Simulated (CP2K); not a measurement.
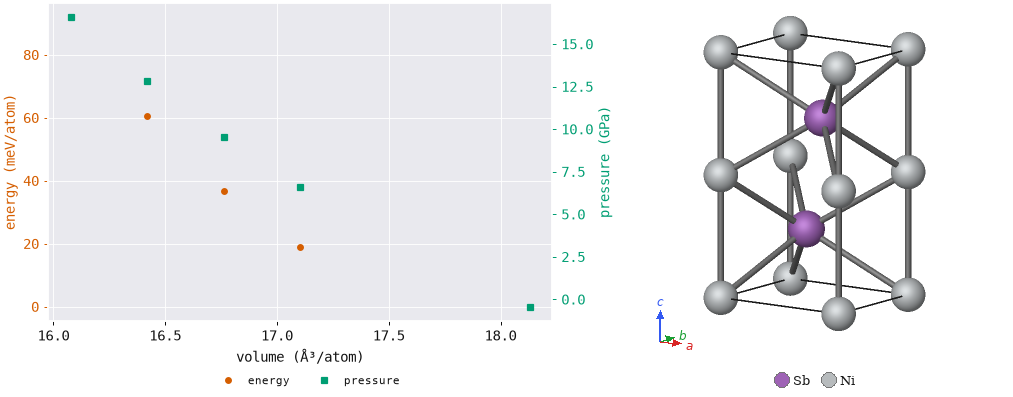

Plotted: energy and pressure against volume for NiSb, space group P6_3/mmc (No. 194). The conventional cell is drawn beside the plot.

Cell as given: a = 3.928 Å, b = 3.928 Å, c = 5.120 Å, α = 90.00°, β = 90.00°, γ = 120.00°; 4 atoms.

Computed with CP2K 2026.2: DFT in Gaussian orbitals with a plane-wave density, collinear spins; energies at scaled volumes of the given cell, shape and fractions fixed, counted from the fit's minimum, third-order Birch-Murnaghan fit. Level: PBE, collinear spin.

| setting | value |
| --- | --- |
| k mesh | 8×8×5 |
| occupations | Fermi–Dirac |
| smearing width | 0.05 eV |
| potentials | GTH PBE with UZH TZVP basis |
| density cutoff | 8844 eV |
| program settings | ngrids 4, basis sets Sb TZVP-MOLOPT-PBE-GTH-q5, basis sets Ni TZVP-MOLOPT-PBE-GTH-q18, cutoff ry 650 Ry, rel cutoff ry 60 Ry |

The points at volume 17.45 Å³/atom and 17.79 Å³/atom are left out of the plot. What values does the calculation give there?

```tsv
volume (Å³/atom)	energy (meV/atom)	pressure (GPa)
17.45	7.80	3.98
17.79	1.84	1.65
```

Note: the fit and the printed pressures don't fully agree, or the minimum lies near the end of the range; shape and atomic fractions are frozen while scaling, which makes layered, chain and framework solids too stiff.
